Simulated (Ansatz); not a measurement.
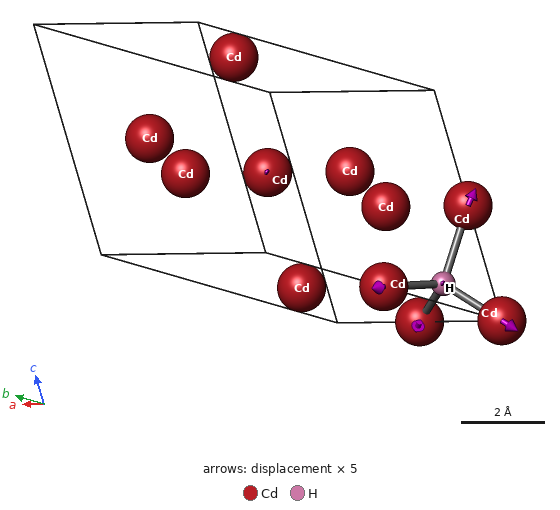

A relaxation of crystalline Cd8H (set up in R3m) (coarse preliminary run). The starting structure is drawn; purple arrows show the displacements (the part carried along by the change of the cell is left out), 5 times their true length.

The picture is a ball-and-stick view of the cell of the calculation, seen from a free direction.

Case: 1 H put on empty site 2 of 8 host cells, relaxed.

Theory: DFT PBE, scalar-relativistic, plane waves, PAW (Ansatz). Set-up: plane-wave cutoff 420 eV; k-point mesh 6 × 6 × 6; occupations gaussian; smearing width 0.1 eV; no spin polarisation; cell and atoms relaxed; force threshold 0.0325 eV/Å; at most 70 steps.

Which element moves most?

Answer. Cadmium: up to 0.10 Å, against 0.02 Å for hydrogen.

What happened in the run?

Answer. The atom that moves furthest relative to the cell is a Cd atom (0.10 Å along [−1 −1 −1]). By element the largest moves are Cd 0.10 Å, H 0.02 Å. Cell: a = b = c 6.147 → 6.253 Å (+1.7 %), α 65.7° → 64.7°, β 65.7° → 64.7°, γ 65.7° → 64.7°. Volume +3.3 %. Some distances before and after: Cd–H 1.797 → 1.965 Å, Cd–Cd 3.335 → 3.184 Å, Cd–H 2.016 → 2.117 Å, Cd–Cd 3.073 → 2.974 Å. The space group stays R3m (No. 160). Over 4 accepted moves (5 points after the start) the energy falls by 0.228 eV per cell of the calculation. Largest force component: 1.5 eV/Å at the start, 0.026 eV/Å at the end. The pressure goes from 2.17 to 0.02 GPa. The SCF was repeated once at an unchanged geometry on a basis and grid sized afresh for the cell, which shifted the energy by 2.6 meV per cell of the calculation at most.
